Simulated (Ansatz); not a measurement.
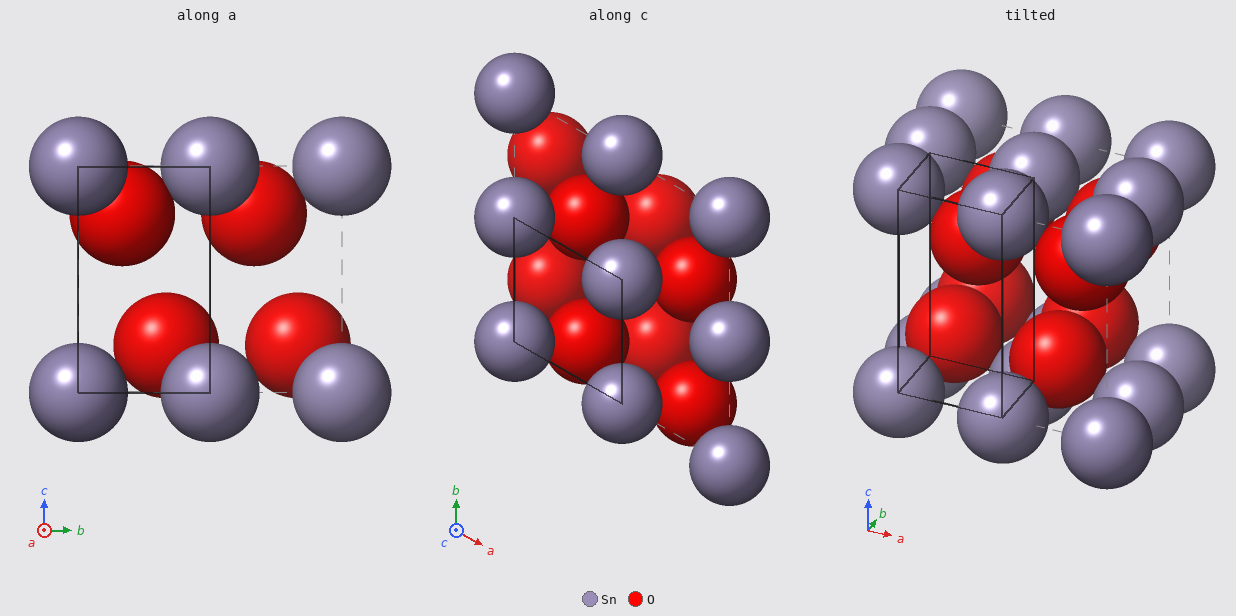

Shown here is a space-filling view of the crystal, taken along the a axis, along the c axis and slightly off an axis. The conventional unit cell (solid box) is repeated to 2×2×1 cells. Cell: a = 3.192 Å, b = 3.192 Å, c = 4.749 Å, α = 90.00°, β = 90.00°, γ = 120.00°.

State composition, symmetry and coordination.

Its composition is SnO2. It is primitive hexagonal, space group P-3m1 (No. 164). Among the common structure types it is cadmium iodide (CdI₂, 1T) type. The cell comprises 1 formula unit: 1 Sn, 2 O. The coordination shell of Sn holds six O in a distorted octahedral arrangement at about 2.1 Å. About every O there are three Sn in a trigonal pyramidal arrangement at about 2.1 Å.

Provenance: a structure listed in the Materials Project, with elements exchanged, so it need not be a known form of the compound. Earlier steps of the study may have refined or changed the cell and positions. A calculation with Ansatz used it as input.
